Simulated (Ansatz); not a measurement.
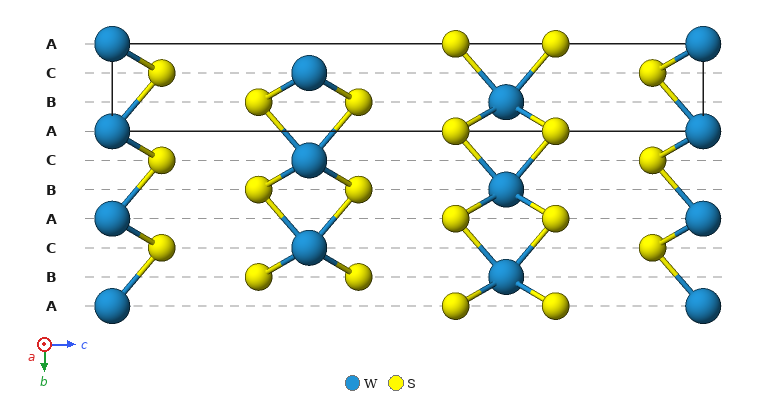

Projection along an edge of the hexagonal mesh, stacking direction c to the right. The dashed lines mark the three columns A (0, 0), B (1/3, 2/3) and C (2/3, 1/3). The sequence starts with the first layer at or above the cell's origin.

The compound is WS2, taken as a calculation's input that goes back to an entry of the Crystallography Open Database (an earlier step may have relaxed or displaced it).

**Give the sequence of layers in one repeat, with element and column.**

W(A) – S(C) – S(B) – W(C) – S(B) – S(A) – W(B) – S(A) – S(C) (nine layers in 18.49 Å).

**How are the S layers alone stacked?**

S layers alone: CBBAAC, a sequence in which some neighbouring layers lie directly above each other.

**Which positions between or in the S layers do the other atoms fill?**

W: three trigonal-prismatic sites (per hexagonal cell). Three of the six gaps between S layers are empty, 3.03 Å wide.

**What short polytype symbol fits?**

Polytype symbol 3R, the symbol of a layered MX2 polytype (number of slabs in the repeat and lattice).
